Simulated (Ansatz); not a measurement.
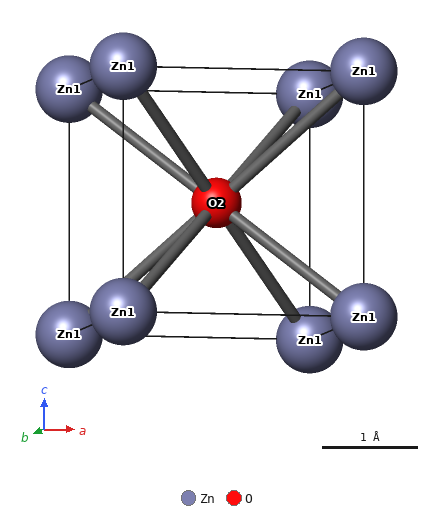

**Figure 1.** The structure as given in the input (ball-and-stick view of the cell of the calculation, seen at an oblique angle; atoms are numbered from 1 in the order of the input). Near neighbours in the crystal (not all of them lie inside the picture): Zn has 8 O at 2.25 Å; O has 8 Zn at 2.25 Å.

**ZnO: single-point calculation**

- system: ZnO (Pm-3m, 2 atoms in the cell)
- method: DFT LDA, scalar-relativistic, plane waves, PAW, no spin polarisation (Ansatz 0.2.0)

Figures and captions count atoms from 1; the log counts them from 0 in places.

What the program printed:
```
Engine: ansatz 0.2.0, x86_64-unknown-linux-gnu
Pseudopotentials: kind: paw
Pseudopotential: Zn, paw, valence charge 12, recommended cutoff 420 eV (normal), Zn.paw.azcp
Pseudopotential: O, paw, valence charge 6, recommended cutoff 420 eV (normal), O.paw.azcp
Functional definition: SPW92
  exchange = slater_x
  correlation = pw_c
Crystal: 2 atoms, lattice volume = 17.467 Å³
Basis set: ecut = 420 eV, 341 PW (Γ)
Bands: 13, of which v1, the nominal top of the filled ones, is band 9 counted from 1 (8 counted from 0)
Symmetry: 48 space group operations
Space group: Pm-3m (ITA 221), of the structure as read, at distance tolerance 2.6e-5 Å
k-points: 20 of 216
Non-local potential: Zn, projectors of the file, l = 0: 2, l = 1: 2, l = 2: 3, l = 3: 1
Non-local potential: O, projectors of the file, l = 0: 2, l = 1: 2, l = 2: 1
PAW form: soft (Blöchl's): semilocal exchange-correlation on the pseudo side does not see the compensation charge
PAW frozen core: Zn, regenerated for the run's functional, and the local potential with it (the file was generated under x = pbe(κ = 0.804, μ = 0.2195149727645171), c = pbe(β = 0.06672455060314922))
PAW frozen core: O, regenerated for the run's functional, and the local potential with it (the file was generated under x = pbe(κ = 0.804, μ = 0.2195149727645171), c = pbe(β = 0.06672455060314922))
PAW one-centre angular grid: Zn, 590 points (default); XC on 64 Gauss nodes
PAW one-centre angular grid: O, 110 points (default); XC on 64 Gauss nodes
Initial density: superposition of atomic densities (neutral atoms: chi_scale 0, normalization atom), corrected by the library's trained network
Initial wavefunctions: pseudopotential atomic-orbital guess
Functional: x = slater, c = lda
SCF iter   1: F=—  HF=-3800.568341 eV  |F-HF|=—  |Δ(HF+E_count)|=         —  Δρ=1.72e-2  dr2=3.97e-2  ethr=1.77e-3  ⟨swp⟩=4.6  Hψ=1397  notcnv=0
preconditioner: auto → none  [insulator: Δε(μ)=1.631 eV  Ē_g=16.793 eV  σ=0.050 eV  W_gap=0.84  n_scr=6 (ndim 8)  ℏωp=37.7 eV  f_vac=0.000  D(μ)=0.41/eV (n_scr^D=0)  ε∞_Penn≈6.0]
SCF iter   2: F=—  HF=-3800.557976 eV  |F-HF|=—  |Δ(HF+E_count)|=   1.04e-2  Δρ=4.97e-3  dr2=4.67e-3  ethr=2.20e-4  ⟨swp⟩=2.9  Hψ=579  notcnv=0
SCF iter   3: F=—  HF=-3800.556906 eV  |F-HF|=—  |Δ(HF+E_count)|=   1.07e-3  Δρ=2.22e-3  dr2=3.62e-4  ethr=2.60e-5  ⟨swp⟩=2.7  Hψ=477  notcnv=0
SCF iter   4: F=—  HF=-3800.556720 eV  |F-HF|=—  |Δ(HF+E_count)|=   1.85e-4  Δρ=4.75e-4  dr2=9.52e-6  ethr=2.01e-6  ⟨swp⟩=2.0  Hψ=396  notcnv=0
SCF iter   5: F=—  HF=-3800.556723 eV  |F-HF|=—  |Δ(HF+E_count)|=   2.45e-6  Δρ=4.17e-5  dr2=1.51e-7  ethr=5.29e-8  ⟨swp⟩=2.0  Hψ=443  notcnv=0
SCF iter   6: F=-3800.556723 eV  HF=-3800.556723 eV  |F-HF|=4.22e-9  |Δ(HF+E_count)|=   1.76e-9  Δρ=4.64e-6  dr2=3.61e-9  ethr=5.56e-10  ⟨swp⟩=5.2  Hψ=1189  notcnv=0
SCF 1 converged in 6 iterations: F = -3800.556723 eV  dr2 = 3.61e-9
  greatest PAW one-centre occupation: 0.992 electrons in one spin orbital (limit 2), on the Zn atom at site 0 (counted from 0), in its partial waves of l = 2
SCF converged after 6 iterations
Free energy (F): -3800.556723 eV
Harris-Foulkes:  -3800.556723 eV  (|F-HF|=4.22e-9)
Internal energy: -3800.556209 eV  (E = F + TS)
E sigma→0 (E₀):  -3800.556466 eV
Entropy (-TS):   -0.000514 eV (-0.257 meV/atom)
Fermi energy:    12.030491 eV
--- Per-component energies (eV) ---
  E_band       = 102.283946
  E_kinetic    = 307.629566
  E_local      = -1569.337363  (includes V_loc(G=0)·N_el)
  E_nonlocal   = 672.635837
  E_hartree    = 640.826659
  E_xc         = -208.050681
  E_vxc        = -146.978223  (∫ρ·V_xc dr)
  E_paw        = -1908.287225  (= ΣΔE_a)
  E_vpaw       = -443.320681  (= ΣTr[D̂ρ^β])
  E_aug_tail   = 0.002127  (compensation charges beyond the density's cutoff)
  E_ewald      = -1737.629194
  E_core_change = 1.654063  (= ΣΔE_core)
  E_smearing   = -0.000514  (= −TS)
  E_closure    = -0.000000  (closes the sum)
  Σ components = -3800.556723   (vs F -3800.556723, Δ=0.00e0)
--- Forces (eV/Å), atoms counted from 1 ---
  atom   1  Zn     0.00000000    -0.00000000     0.00000000
  atom   2  O      0.00000000    -0.00000000     0.00000000
  max |Σ_I F_I| component: 1.76e-29 eV/Å
--- Stress (GPa, compression-positive) ---
        4.410079      -0.000000       0.000000
        0.000000       4.410079       0.000000
        0.000000       0.000000       4.410079
  P = ⅓ Tr σ = 4.4101 GPa (44.101 kbar)
--- Band table (eV; the first three rows and the last of 20) ---
  k-point 0: bands = ["-7.1733", "5.1392", "5.1392", "6.5007", "6.5007", "6.5007", "10.5155", "10.5155", "10.5155", "11.7253", "26.4621", "26.4621", "30.5047"]
  k-point 1: bands = ["-6.8408", "5.0966", "5.1831", "6.2732", "6.2732", "6.5116", "8.3248", "10.9025", "10.9025", "13.7343", "24.7064", "26.8537", "30.0278"]
  k-point 2: bands = ["-6.0507", "3.9887", "5.2718", "5.8938", "5.8938", "6.5333", "7.2805", "11.6341", "11.6341", "15.8222", "21.5591", "28.0214", "28.8873"]
  k-point 19: bands = ["-3.5208", "4.2091", "4.2091", "4.2091", "6.8286", "6.8286", "10.5647", "10.5647", "10.5647", "17.3829", "17.3829", "17.3829", "22.3921"]
```

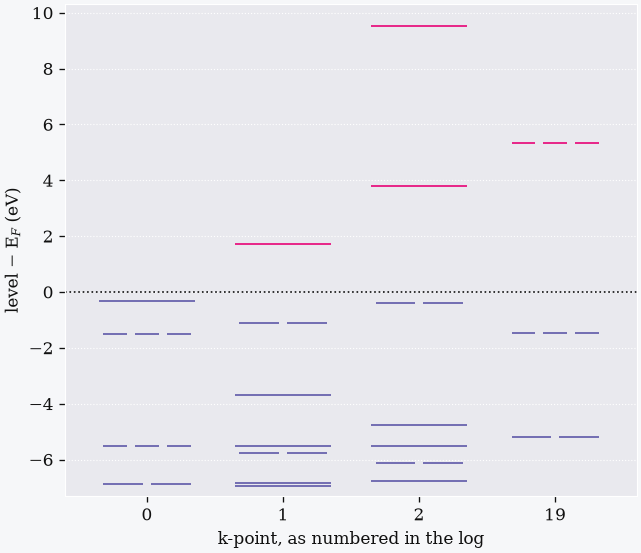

**Figure 2.** Kohn–Sham levels near the Fermi level (dotted) at the few k-points that the log prints; levels within 0.02 eV of each other stand side by side. The system is metallic on the full mesh.

This output came from the following input.

Input file:
```yaml
crystal:
  lattice:
    - [2.5946121097, 0.0, 0.0]
    - [0.0, 2.5946121097, 0.0]
    - [0.0, 0.0, 2.5946121097]
  atoms:
    - { symbol: Zn, position: [0.0, 0.0, 0.0] }
    - { symbol: O, position: [0.5, 0.5, 0.5] }
basis:
  ecutwfc: 420
kpoints:
  mp_grid: { grid: [6, 6, 6] }
hamiltonian:
  xc: lda
scf:
  occupations: { method: gaussian, width: 0.05 }
output:
  forces: true
  stress: true
  eigenvalues: true
```

Launch command:
```bash
ansatz run input.yaml --threads 1 --pin off --max-ram 1228MiB --backend cpu --events-out ev --progress --plain --runs-dir out
```

Key numbers:

| quantity | value |
| --- | --- |
| outcome | converged |
| space group (tolerance 0.01 Å) | Pm-3m (221) |
| electrons treated | 18 |
| free energy | −3800.5567 eV |
| Fermi energy | 12.030 eV |
| gap on the k-point mesh | none (metallic) |
| pressure | 4.41 GPa |
| largest force (length of the vector) | under 0.001 eV/Å |
| hardware | 1 thread of Intel Xeon (Granite Rapids), 64 GiB of memory available, shared host |
| peak memory | 0.32 GiB |
